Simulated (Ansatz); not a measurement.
## CoSi$_{2}$: 7 runs along one coordinate

System: CoSi$_{2}$ (3 atoms in the cell).
Method: DFT PBEsol, scalar-relativistic, plane waves, PAW, PAW set soft_1, no spin polarisation (Ansatz 0.2.0).

The 7 runs differ only in the geometry, by an even scaling of the cell at fixed fractional positions. The structure derives from an entry of the Crystallography Open Database.

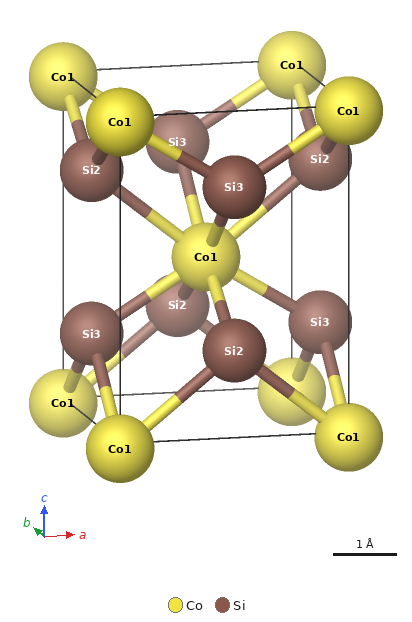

Figure 1. The structure of run 4 (ball-and-stick view of the cell 2 times as large as that of the calculation, set on its symmetry axes, seen slightly off an axis; atoms are numbered from 1 in the order of the input).

## Input of run 4
```yaml
crystal:
  lattice:
    - [0.0, 2.6563531747, 2.6563531747]
    - [2.6563531747, 0.0, 2.6563531747]
    - [2.6563531747, 2.6563531747, 0.0]
  atoms:
    - { symbol: Co, position: [0.0160744693, -0.0160744693, -0.0160744693] }
    - { symbol: Si, position: [0.2331347727, 0.2668652273, 0.2668652273] }
    - { symbol: Si, position: [0.7331347727, 0.7668652273, 0.7668652273] }
basis:
  ecutwfc: 520.0
kpoints:
  mp_grid: { grid: [14, 14, 14] }
hamiltonian:
  xc: pbesol
  pseudopotentials: { kind: paw, azcp: { folder: soft_1 } }
scf:
  occupations: { method: gaussian, width: 0.15 }
output:
  forces: true
  stress: true
  eigenvalues: true
```

Command:
```bash
ansatz run input.yaml --threads 2 --pin off --max-ram 4096MiB --backend cpu --events-out ev --progress --plain --runs-dir out
```

Run 3 differs from it as follows:
```diff
-    - [0.0, 2.6563531747, 2.6563531747]
-    - [2.6563531747, 0.0, 2.6563531747]
-    - [2.6563531747, 2.6563531747, 0.0]
+    - [0.0, 2.6343054433, 2.6343054433]
+    - [2.6343054433, 0.0, 2.6343054433]
+    - [2.6343054433, 2.6343054433, 0.0]
```

## Results, with one run withheld

```csv
run,volume per atom (Å³),"free energy per atom, from the lowest run given (meV)",pressure (GPa)
1,11.582,63.56,20.64
2,11.880,31.48,13.97
3,12.187,?,?
4,12.496,0.49,2.66
5,12.810,0.00,−2.05
6,13.132,8.47,−6.26
7,13.457,24.94,−9.93
```

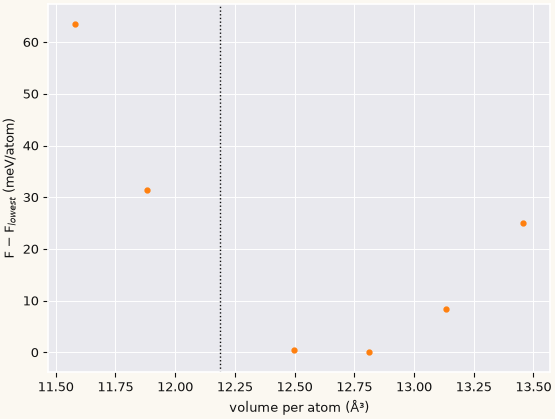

Figure 2. Free energy per atom of the runs given; the dotted line marks run 3.

Estimate the energy of run 3 from the others.

A cubic polynomial in V^(−2/3) (the Birch–Murnaghan form), fitted to the 6 runs given, misses them by at most 0.02 meV per atom. With x = V^(−2/3) − 0.18536 Å⁻², it reads F = −0.022045 + 1326.7 x + 4.9735e+05 x² + 7.1052e+05 x³ (meV per atom). At run 3 it gives 10.60 meV per atom, and the run itself gives 10.59. The slope of the fit gives a pressure −dF/dV of 7.95 GPa there, and the run prints 7.95 GPa. The fit has its minimum at 12.668 Å³ per atom, where V d²F/dV² gives 188 GPa. Cell shape and fractional positions are held, so this is the stiffness under even scaling; the relaxed bulk modulus wasn't computed.

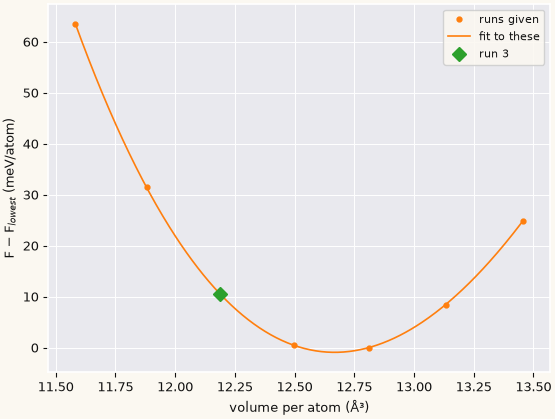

Figure 3. The fit and the withheld run.

## Output, shortened to warnings, some set-up lines, iterations and results (run 3)
```
Warning: [file] the record states the generating functional pbe (its physics header spells it `PBE`), which answers neither for hamiltonian.xc's functional nor for the pbesol family's — results may be inconsistent (PPs are generated against a specific XC)
Warning: [file] the record states the generating functional pbe (its physics header spells it `PBE`), which answers neither for hamiltonian.xc's functional nor for the pbesol family's — results may be inconsistent (PPs are generated against a specific XC)
Basis set: ecut = 520 eV, 941 PW (Γ), exchange–correlation on 60×60×60 points (8 copies of the dense FFT grid, shifted against one another)
Symmetry: 8 space group operations
k-points: 244 of 2744 (time reversal used)
Initial density: superposition of atomic densities (chi_scale 0.1, normalization cell, long waves kept (reshape's long-wave potential 0.00 eV rms))
[...]
SCF iter   1: F=—  HF=-6338.781507 eV  |F-HF|=—  |Δ(HF+E_count)|=         —  Δρ=1.39e-1  dr2=7.91e0  ethr=3.10e-3  ⟨swp⟩=5.1  Hψ=21424  notcnv=0
SCF iter   2: F=—  HF=-6338.023809 eV  |F-HF|=—  |Δ(HF+E_count)|=   7.58e-1  Δρ=6.02e-2  dr2=2.05e0  ethr=3.10e-3  ⟨swp⟩=2.5  Hψ=8349  notcnv=0  defer=70
SCF iter   3: F=—  HF=-6337.540004 eV  |F-HF|=—  |Δ(HF+E_count)|=   4.84e-1  Δρ=2.26e-2  dr2=2.47e-1  ethr=3.10e-3  ⟨swp⟩=2.2  Hψ=7253  notcnv=0  defer=70
SCF iter   4: F=—  HF=-6337.509790 eV  |F-HF|=—  |Δ(HF+E_count)|=   3.02e-2  Δρ=9.94e-3  dr2=2.56e-2  ethr=9.90e-4  ⟨swp⟩=2.0  Hψ=6979  notcnv=0  defer=70
SCF iter   5: F=—  HF=-6337.509530 eV  |F-HF|=—  |Δ(HF+E_count)|=   2.60e-4  Δρ=4.08e-3  dr2=7.09e-3  ethr=1.02e-4  ⟨swp⟩=1.2  Hψ=4396  notcnv=0  defer=68
SCF iter   6: F=—  HF=-6337.508639 eV  |F-HF|=—  |Δ(HF+E_count)|=   8.91e-4  Δρ=1.17e-3  dr2=7.07e-4  ethr=2.84e-5  ⟨swp⟩=1.0  Hψ=4118  notcnv=0  defer=68
SCF iter   7: F=—  HF=-6337.508565 eV  |F-HF|=—  |Δ(HF+E_count)|=   7.45e-5  Δρ=1.50e-4  dr2=1.39e-5  ethr=2.83e-6  ⟨swp⟩=2.1  Hψ=6135  notcnv=0  defer=68
SCF iter   8: F=—  HF=-6337.508557 eV  |F-HF|=—  |Δ(HF+E_count)|=   7.94e-6  Δρ=2.13e-5  dr2=1.98e-7  ethr=5.55e-8  ⟨swp⟩=2.2  Hψ=5431  notcnv=0  defer=68
SCF iter   9: F=-6337.508557 eV  HF=-6337.508557 eV  |F-HF|=3.90e-9  |Δ(HF+E_count)|=   1.03e-8  Δρ=5.08e-6  dr2=8.54e-9  ethr=4.00e-10  ⟨swp⟩=6.7  Hψ=20690  notcnv=0
SCF 1 converged in 9 iterations: F = -6337.508557 eV  dr2 = 8.54e-9
SCF converged after 9 iterations
Free energy (F): -6337.508557 eV
Harris-Foulkes:  -6337.508557 eV  (|F-HF|=3.90e-9)
Internal energy: -6337.497204 eV  (E = F + TS)
E sigma→0 (E₀):  -6337.502880 eV
Entropy (-TS):   -0.011353 eV (-3.784 meV/atom)
Fermi energy:    13.600657 eV
--- Per-component energies (eV) ---
  E_band       = -269.040464
  E_kinetic    = 388.259474
  E_local      = -3861.507025  (includes V_loc(G=0)·N_el)
  E_nonlocal   = 482.721245
  E_hartree    = 1753.611132
  E_xc         = -209.772940
  E_vxc        = -222.409314  (∫ρ·V_xc dr)
  E_paw        = -2537.453350  (= ΣΔE_a)
  E_vpaw       = -563.321592  (= ΣTr[D̂ρ^β])
  E_aug_tail   = -0.000053  (compensation charges beyond the density's cutoff)
  E_ewald      = -2353.607226
  E_core_change = 0.251541  (= ΣΔE_core)
  E_smearing   = -0.011353  (= −TS)
  E_closure    = 0.000000  (closes the sum)
  Σ components = -6337.508557   (vs F -6337.508557, Δ=0.00e0)
--- Forces (eV/Å), atoms counted from 1 ---
  atom   1  Co     2.38485695     0.00000000     0.00000000
  atom   2  Si    -1.19241696    -0.00000000    -0.00000000
  atom   3  Si    -1.19241696    -0.00000000     0.00000000
  max |Σ_I F_I| component: 2.30e-5 eV/Å
--- Stress (GPa, compression-positive) ---
        6.753350       0.000000       0.000000
        0.000000       8.552994      -0.000000
        0.000000      -0.000000       8.552994
  P = ⅓ Tr σ = 7.9531 GPa (79.531 kbar)
```

Warnings of the run: the PAW datasets were made with another functional. The run has no spin polarisation, so a magnetic state may lie lower.
